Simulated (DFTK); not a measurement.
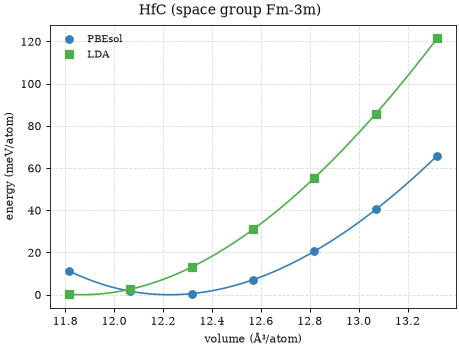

Plotted: energy against volume, with one curve for each functional, for HfC (space group Fm-3m).

How it was computed, with DFTK 0.8.2: plane-wave DFT, no spin polarisation; energies at scaled volumes of the given cell, shape and fractions fixed, counted from the fit's minimum, third-order Birch-Murnaghan fit. All runs: no spin polarisation.

- occupations: Fermi–Dirac
- smearing width: 0.05 eV

Settings that differ: PBEsol: wave cutoff 1800 eV, k mesh 6×6×6, potentials dojo-sr-pbesol-0.4-stringent; LDA: wave cutoff 1120 eV, k mesh 7×7×7, potentials dojo.nc.sr.lda.v0_4_1.standard.

Tabulate the plotted points.

PBEsol:
| volume (Å³/atom) | energy (meV/atom) |
| --- | --- |
| 11.81 | 11.41 |
| 12.07 | 1.68 |
| 12.32 | 0.51 |
| 12.57 | 7.06 |
| 12.82 | 20.58 |
| 13.07 | 40.40 |
| 13.32 | 65.90 |

LDA:
| volume (Å³/atom) | energy (meV/atom) |
| --- | --- |
| 11.81 | 0 |
| 12.07 | 3 |
| 12.32 | 13 |
| 12.57 | 31 |
| 12.82 | 55 |
| 13.07 | 86 |
| 13.32 | 122 |
